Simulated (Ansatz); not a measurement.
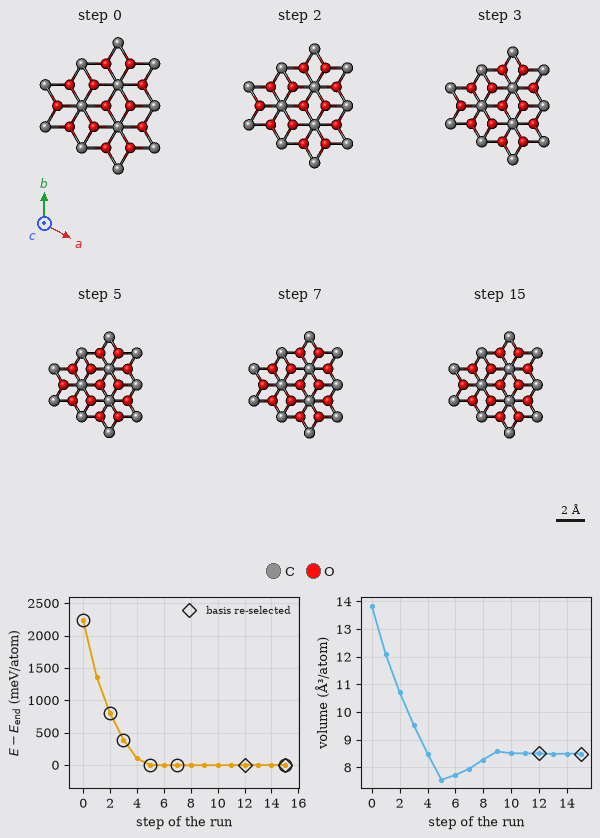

Frames of a relaxation of a crystal of CO₂ (built on the ZrS2-164 type type), marked on the history of the run. A ball-and-stick model of the atoms within 5.0 Å of the atom that moves most (axes of the cell of the calculation), seen along the c axis.

Method: DFT, PBEsol, plane waves, PAW in Ansatz 0.2.0.

The input:
```yaml
crystal:
  lattice:
    - [3.08290077, 0.0, 0.0]
    - [-1.54145039, 2.66987039, 0.0]
    - [0.0, 0.0, 5.04527524]
  atoms:
    - { symbol: C, position: [0.0, 0.0, 0.0] }
    - { symbol: O, position: [0.66666667, 0.33333333, 0.76209003] }
    - { symbol: O, position: [0.33333333, 0.66666667, 0.23790997] }
kpoints:
  mp_grid: { grid: [9, 9, 4] }
hamiltonian:
  xc: pbesol
scf:
  occupations: { method: fermi_dirac, width: 0.03 }
relax:
  f_tol: 0.01
  cell: {}
  max_steps: 120
```

Launched with:
```bash
ansatz run input.yaml --threads 2 --pin off --max-ram 2211MiB --backend cpu --events-out ev --progress --plain --runs-dir out
```

### What happens along the run?

The largest moves relative to the cell, 0.40 Å, are those of O2 and O3. O2 goes along +c. C stays in place. The volume changes by −38.6 %, with a = b 3.083 → 2.345 Å (−23.9 %), c 5.045 → 5.353 Å (+6.1 %). Some distances before and after: C1–O2 2.147 → 1.612 Å. The space group stays P-3m1 (No. 164). Over 13 accepted moves (15 points after the start) the energy falls by 2235 meV per atom. The largest force component goes from 3.7 to 0.00093 eV/Å. Pressure: −40.41 GPa at the start and −0.01 GPa at the end. At 2 points the geometry stayed and the basis and grid were re-selected for the new cell (energy shift of 3.3 meV per atom at most each time). From step 0 to 2: O atoms move most (0.26 Å), volume −22.6 %, energy −1435 meV per atom. From step 2 to 3: O atoms move most (0.03 Å), volume −10.9 %, energy −407 meV per atom. From step 3 to 5: O atoms move most (0.02 Å), volume −20.9 %, energy −395 meV per atom. From step 5 to 7: O atoms move most (0.04 Å), volume +5.3 %, energy −2.4 meV per atom. From step 7 to 15: O atoms move most (0.06 Å), volume +6.8 %, energy +4.4 meV per atom.

```json
{"step": "0", "E − E(0), meV/atom": "0.00", "largest force component, eV/Å": "3.7114", "pressure, GPa": "-40.41", "volume, Å³/atom": "13.842", "note": ""}
{"step": "1", "E − E(0), meV/atom": "-869.89", "largest force component, eV/Å": "2.5165", "pressure, GPa": "-43.95", "volume, Å³/atom": "12.087", "note": ""}
{"step": "2", "E − E(0), meV/atom": "-1435.24", "largest force component, eV/Å": "1.1040", "pressure, GPa": "-41.05", "volume, Å³/atom": "10.718", "note": ""}
{"step": "3", "E − E(0), meV/atom": "-1842.71", "largest force component, eV/Å": "0.0665", "pressure, GPa": "-33.34", "volume, Å³/atom": "9.547", "note": ""}
{"step": "4", "E − E(0), meV/atom": "-2133.44", "largest force component, eV/Å": "0.1482", "pressure, GPa": "-20.37", "volume, Å³/atom": "8.504", "note": ""}
{"step": "5", "E − E(0), meV/atom": "-2237.47", "largest force component, eV/Å": "0.1371", "pressure, GPa": "4.48", "volume, Å³/atom": "7.555", "note": ""}
{"step": "6", "E − E(0), meV/atom": "-2239.27", "largest force component, eV/Å": "0.0175", "pressure, GPa": "0.22", "volume, Å³/atom": "7.730", "note": ""}
{"step": "7", "E − E(0), meV/atom": "-2239.84", "largest force component, eV/Å": "0.1609", "pressure, GPa": "1.15", "volume, Å³/atom": "7.955", "note": ""}
{"step": "8", "E − E(0), meV/atom": "-2239.79", "largest force component, eV/Å": "0.0075", "pressure, GPa": "0.15", "volume, Å³/atom": "8.286", "note": ""}
{"step": "9", "E − E(0), meV/atom": "-2237.91", "largest force component, eV/Å": "0.1379", "pressure, GPa": "0.50", "volume, Å³/atom": "8.578", "note": ""}
{"step": "10", "E − E(0), meV/atom": "-2238.58", "largest force component, eV/Å": "0.0030", "pressure, GPa": "-0.02", "volume, Å³/atom": "8.517", "note": ""}
{"step": "11", "E − E(0), meV/atom": "-2238.66", "largest force component, eV/Å": "0.0008", "pressure, GPa": "0.00", "volume, Å³/atom": "8.506", "note": ""}
{"step": "12", "E − E(0), meV/atom": "-2235.34", "largest force component, eV/Å": "0.0064", "pressure, GPa": "-0.82", "volume, Å³/atom": "8.506", "note": "same geometry, new basis"}
{"step": "13", "E − E(0), meV/atom": "-2235.56", "largest force component, eV/Å": "0.0013", "pressure, GPa": "0.12", "volume, Å³/atom": "8.489", "note": ""}
{"step": "14", "E − E(0), meV/atom": "-2235.49", "largest force component, eV/Å": "0.0005", "pressure, GPa": "0.00", "volume, Å³/atom": "8.498", "note": ""}
{"step": "15", "E − E(0), meV/atom": "-2235.46", "largest force component, eV/Å": "0.0009", "pressure, GPa": "-0.01", "volume, Å³/atom": "8.498", "note": "same geometry, new basis"}
```

Limits of the set-up: layers or molecules are held without a dispersion correction, so their spacing is unreliable.
